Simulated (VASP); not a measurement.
System: CoO.

```
Co O
1.0
     4.26300    0.00000    0.00000
     0.00000    4.26300    0.00000
     0.00000    0.00000    4.26300
Co O
4 4
Direct
  0.00000 0.00000 0.00000
  0.50000 0.50000 0.00000
  0.50000 0.00000 0.50000
  0.00000 0.50000 0.50000
  0.50000 0.00000 0.00000
  0.00000 0.50000 0.00000
  0.00000 0.00000 0.50000
  0.50000 0.50000 0.50000
```

Space group Fm-3m; computed pressure about −12 GPa in this cell; spin-polarised.

The calculation used Kohn-Sham DFT of a periodic cell, PBEsol, VASP PAW PBE potentials, recommended (VASP 6.6.1).

Q: What will maps of the valence pseudo-density and spin density show?

A: Co–O (2.13 Å): the density is about 0.4 e/Å³ at the midpoint.
The spin density sits on Co: +2.5 μB (×4) in one cell of 8 atoms, with smaller moments on O (up to +0.31 μB): parallel main moments, as they must be, since the calculation's own cell holds one magnetic site. The cell of the calculation (2 atoms) carries 2.9 μB of net spin moment.

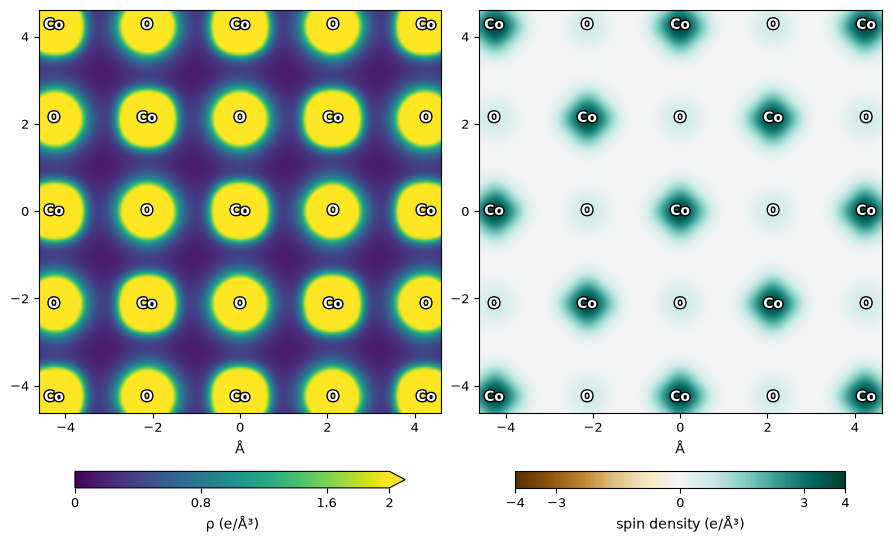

Computed valence pseudo-density and spin density on the (100) plane of the conventional cell, in this order. 

The density is the valence pseudo-density of a PAW calculation; it isn't the true density close to the nuclei.
